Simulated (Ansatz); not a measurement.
**GaN: 6 runs along one coordinate**

System: GaN (Cmc2₁, 4 atoms in the cell).
Method: DFT r2SCAN, scalar-relativistic, plane waves, PAW, no spin polarisation (Ansatz 0.2.0).

The 6 runs differ only in the geometry, by a strain of the cell at fixed fractional positions. Against run 4, the strain is εxx = η. The structure derives from an entry of the Crystallography Open Database.

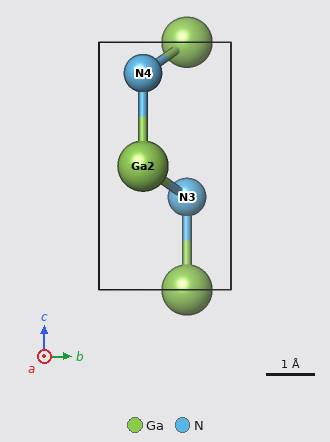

Figure 1. The structure of run 4 (ball-and-stick view of the cell of the calculation, along the a axis; atoms are numbered from 1 in the order of the input). An atom can appear more than once, as a periodic image.

## Input of run 4
```yaml
crystal:
  lattice:
    - [3.2753996503, 0.0, 0.0]
    - [-1.6376998252, 2.75396049, 0.0]
    - [0.0, 0.0, 5.166]
  atoms:
    - { symbol: Ga, position: [0.3333333333, 0.6666666667, 0.0] }
    - { symbol: Ga, position: [0.6666666667, 0.3333333333, 0.5] }
    - { symbol: "N", position: [0.3333333333, 0.6666666667, 0.375] }
    - { symbol: "N", position: [0.6666666667, 0.3333333333, 0.875] }
basis:
  ecutwfc: 500
kpoints:
  mp_grid: { grid: [12, 12, 6] }
hamiltonian:
  xc: r2scan
scf:
  occupations: { method: gaussian, width: 0.05 }
output:
  forces: true
  stress: true
  eigenvalues: true
```

Command:
```bash
ansatz run input.yaml --threads 1 --pin off --max-ram 2560MiB --backend cpu --events-out ev --progress --plain --runs-dir out
```

Run 5 differs from it as follows:
```diff
-    - [3.2753996503, 0.0, 0.0]
-    - [-1.6376998252, 2.75396049, 0.0]
+    - [3.3230996452, 0.0, 0.0]
+    - [-1.6615498226, 2.75396049, 0.0]
```

## Results, with one run withheld

| run | strain parameter η (%) | free energy per atom, from the lowest run given (meV) | pressure (GPa) | gap on the mesh (eV) |
| --- | --- | --- | --- | --- |
| 1 | −8.7379 | 61.61 | 15.97 | 2.49 |
| 2 | −7.2816 | 32.42 | 11.64 | 2.48 |
| 3 | −1.4563 | 0.00 | −1.76 | 2.26 |
| 4 | 0.0000 | 8.87 | −4.29 | 2.14 |
| 5 | 1.4563 | ? | ? | ? |
| 6 | 2.9126 | 42.08 | −8.57 | 1.90 |

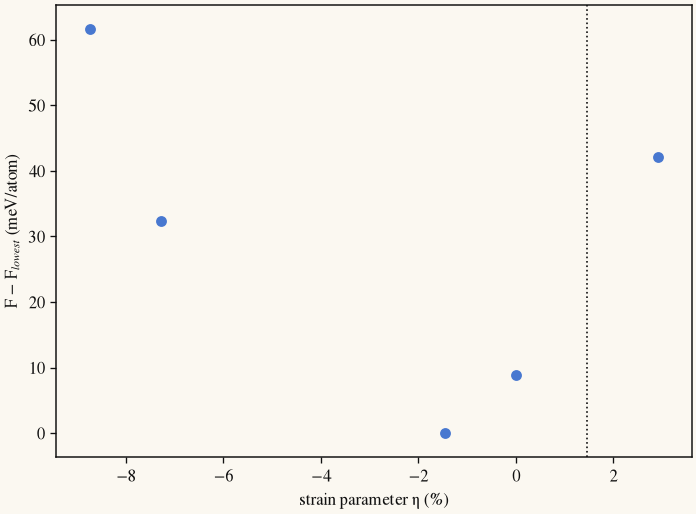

Figure 2. Free energy per atom of the runs given; the dotted line marks run 5.

Fit the runs given and predict run 5.

A cubic polynomial in the coordinate, fitted to the 5 runs given, misses them by at most 0.07 meV per atom. With x = η + 2.9126, it reads F = −2.9946 − 0.25373 x + 1.6157 x² − 0.041906 x³ (meV per atom). At run 5 it gives 23.24 meV per atom, and the run itself gives 23.10. The fit has its minimum at η = −2.8338 %. The gap on the mesh goes, without turning, from 2.49 eV in run 1 to 1.90 eV in run 6; run 5 has 2.02 eV. These are gaps of this functional on this mesh, which can miss the band edges; they aren't the measured gap.

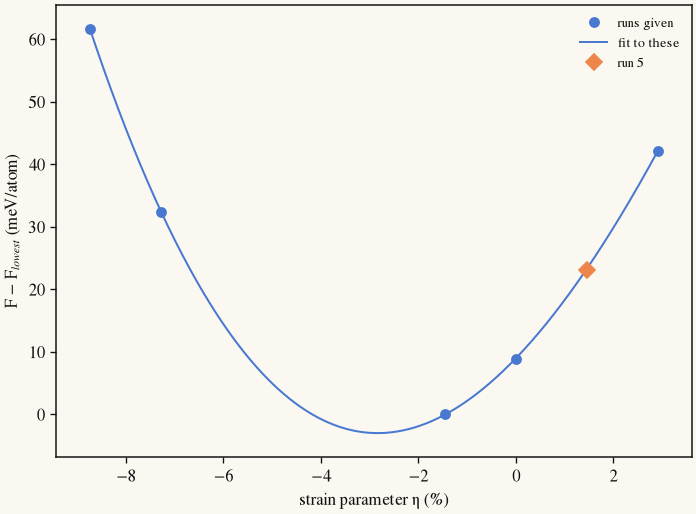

Figure 3. The fit and the withheld run.

## Output, shortened to warnings, some set-up lines, iterations and results (run 5)
```
Basis set: ecut = 500 eV, 1179 PW (Γ), exchange–correlation on 100×96×160 points (64 copies of the dense FFT grid, shifted against one another)
Symmetry: 4 space group operations
k-points: 172 of 864 (time reversal used)
Initial density: superposition of atomic densities (neutral atoms: chi_scale 0, normalization atom), corrected by the library's trained network
[...]
SCF iter   1: F=—  HF=-8352.612301 eV  |F-HF|=—  |Δ(HF+E_count)|=         —  Δρ=1.23e-2  dr2=2.65e-2  dr2_τ=1.70e-1  ethr=1.77e-3  ⟨swp⟩=5.1  Hψ=15383  notcnv=0
SCF iter   2: F=—  HF=-8352.668588 eV  |F-HF|=—  |Δ(HF+E_count)|=   5.63e-2  Δρ=5.71e-3  dr2=9.35e-3  dr2_τ=2.93e-4  ethr=7.37e-5  ⟨swp⟩=2.0  Hψ=8944  notcnv=0
SCF iter   3: F=—  HF=-8352.668111 eV  |F-HF|=—  |Δ(HF+E_count)|=   4.76e-4  Δρ=3.58e-3  dr2=2.57e-3  dr2_τ=9.01e-5  ethr=2.60e-5  ⟨swp⟩=2.3  Hψ=6622  notcnv=0
SCF iter   4: F=—  HF=-8352.668140 eV  |F-HF|=—  |Δ(HF+E_count)|=   2.87e-5  Δρ=2.85e-4  dr2=2.11e-5  dr2_τ=9.34e-6  ethr=7.13e-6  ⟨swp⟩=2.0  Hψ=6355  notcnv=0
SCF iter   5: F=—  HF=-8352.668163 eV  |F-HF|=—  |Δ(HF+E_count)|=   2.28e-5  Δρ=1.35e-4  dr2=4.28e-6  dr2_τ=5.02e-7  ethr=5.85e-8  ⟨swp⟩=2.0  Hψ=6742  notcnv=0
SCF iter   6: F=—  HF=-8352.668168 eV  |F-HF|=—  |Δ(HF+E_count)|=   5.00e-6  Δρ=4.01e-5  dr2=7.97e-7  dr2_τ=3.68e-8  ethr=1.19e-8  ⟨swp⟩=2.7  Hψ=6880  notcnv=0
SCF iter   7: F=—  HF=-8352.668168 eV  |F-HF|=—  |Δ(HF+E_count)|=   4.68e-8  Δρ=1.66e-5  dr2=1.29e-7  dr2_τ=8.63e-9  ethr=2.21e-9  ⟨swp⟩=2.1  Hψ=6764  notcnv=0
SCF iter   8: F=-8352.668168 eV  HF=-8352.668168 eV  |F-HF|=1.50e-8  |Δ(HF+E_count)|=   1.99e-8  Δρ=7.48e-6  dr2=2.63e-8  dr2_τ=4.65e-10  ethr=2.78e-10  ⟨swp⟩=4.0  Hψ=11654  …
SCF 1 converged in 8 iterations: F = -8352.668168 eV  dr2 = 2.63e-8
SCF converged after 8 iterations
Free energy (F): -8352.668168 eV
Harris-Foulkes:  -8352.668168 eV  (|F-HF|=1.50e-8)
Internal energy: -8352.668168 eV  (E = F + TS)
E sigma→0 (E₀):  -8352.668168 eV
Fermi energy:    9.982499 eV
--- Per-component energies (eV) ---
  E_band       = -48.345062
  E_kinetic    = 491.229359
  E_local      = -3967.382244  (includes V_loc(G=0)·N_el)
  E_nonlocal   = 952.789810
  E_hartree    = 1825.257464
  E_xc         = -242.334001
  E_vxc        = -285.591740  (∫ρ·V_xc dr)
  E_paw        = -4274.978492  (= ΣΔE_a)
  E_vpaw       = -905.537477  (= ΣTr[D̂ρ^β])
  E_aug_tail   = -0.000048  (compensation charges beyond the density's cutoff)
  E_vtau       = 15.629552  (kinetic-family band-sum trace: ∫τ·v_τ [+ j·A + Jᵃ·Aᵃ] dr)
  E_ewald      = -3135.884747
  E_core_change = -1.365269  (= ΣΔE_core)
  E_smearing   = -0.000000  (= −TS)
  E_closure    = -0.000000  (closes the sum)
  Σ components = -8352.668168   (vs F -8352.668168, Δ=0.00e0)
--- Forces (eV/Å), atoms counted from 1 ---
  atom   1  Ga     0.00000000    -0.26421784    -0.31535759
  atom   2  Ga     0.00000000     0.26421784    -0.31535759
  atom   3  N     -0.00000000    -0.33416840     0.31536238
  atom   4  N      0.00000000     0.33416840     0.31536238
  max |Σ_I F_I| component: 9.57e-6 eV/Å
--- Stress (GPa, compression-positive) ---
      -15.776868       0.000000      -0.000000
        0.000000      -3.608153       0.000000
       -0.000000       0.000000      -0.277523
  P = ⅓ Tr σ = -6.5542 GPa (-65.542 kbar)
```
